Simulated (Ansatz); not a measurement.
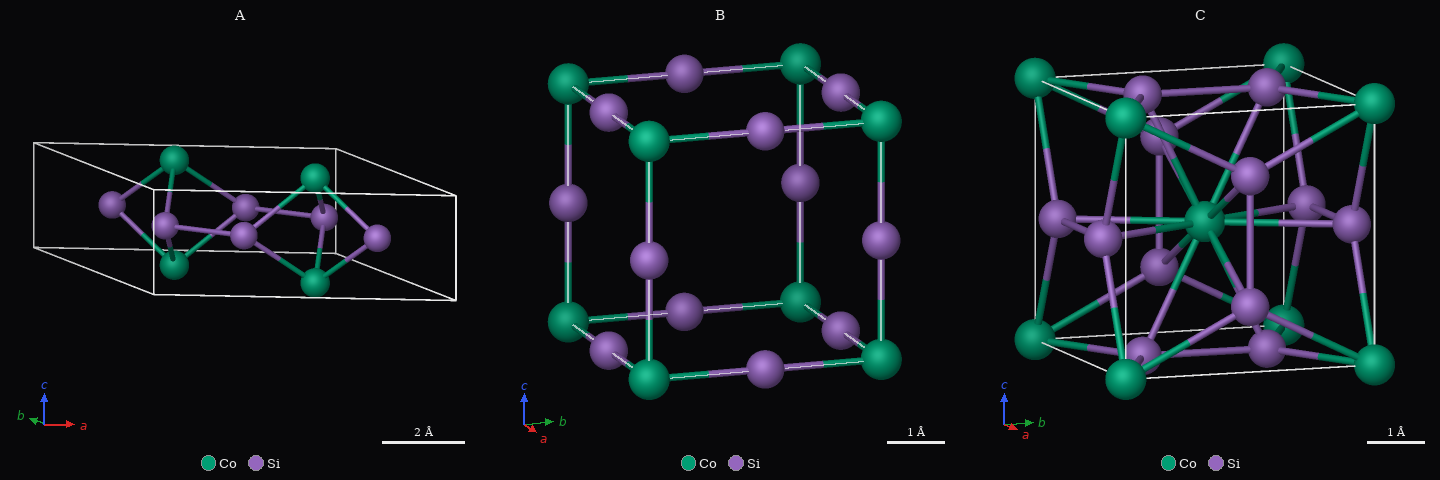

Three structures of CoSi$_{3}$, each relaxed to rest (conventional cells in solid outline, small ones repeated, each panel with its own scale). Method: DFT PBE, scalar-relativistic, plane waves, PAW (Ansatz 0.2.0), without spin polarisation (spin-restricted runs, not always the ground states).

Name the structure in each panel.

Answer. A: 8 atoms a cell on a primitive hexagonal lattice, P6/mmm; B: ReO₃ type, Pm-3m; C: Cr₃Si (A15) type, Pm-3n.

Which of these is lowest in energy, and how far above it do the others lie?

Answer. A, then C (+358 meV/atom) and B (+637 meV/atom), energies at zero smearing.

Collect the results in a table.

Answer.
| panel | structure | E − E(lowest) (meV/atom) | volume (Å³/atom) | gap (eV) |
| --- | --- | --- | --- | --- |
| A | P6/mmm | 0 | 15.6 | metal |
| C | Pm-3n | 358 | 12.6 | metal |
| B | Pm-3m | 637 | 20.1 | metal |

Some of these may be structure types tried for this composition rather than known phases, and the most stable form need not be among them. Gaps are taken on the k-mesh or band path of each run.
